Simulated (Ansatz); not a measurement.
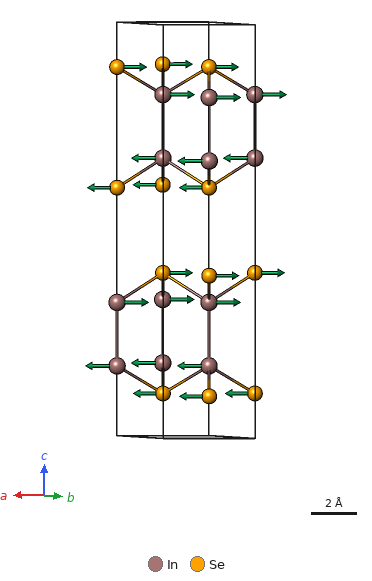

One vibrational mode of solid InSe at the zone centre. The green arrows give the relative displacements of the atoms. The picture is a ball-and-stick view of the cell of the calculation, seen from a free direction.

The calculation used DFT PBE, scalar-relativistic, plane waves, PAW in Ansatz. Set-up: plane-wave cutoff 420 eV; k-point mesh 12 × 12 × 2; occupations gaussian; smearing width 0.05 eV; no spin polarisation.

Frequencies are those without the non-analytic (LO–TO) term.

Question: Give the symmetry, activity and frequency of this mode.

Answer: This is the E₁g mode (doubly degenerate; one member of the set is drawn) at 37 cm⁻¹, optical level 4 of 11, counted from below, Raman-active by symmetry. All motion is along a; atoms of one kind move against one another, with no net shift of any sublattice; it mainly bends the In–In, In–Se bonds; the kinetic energy is shared as In 62 %, Se 38 %.

Limits of the set-up: layers or molecules are held without a dispersion correction, so their spacing is unreliable.
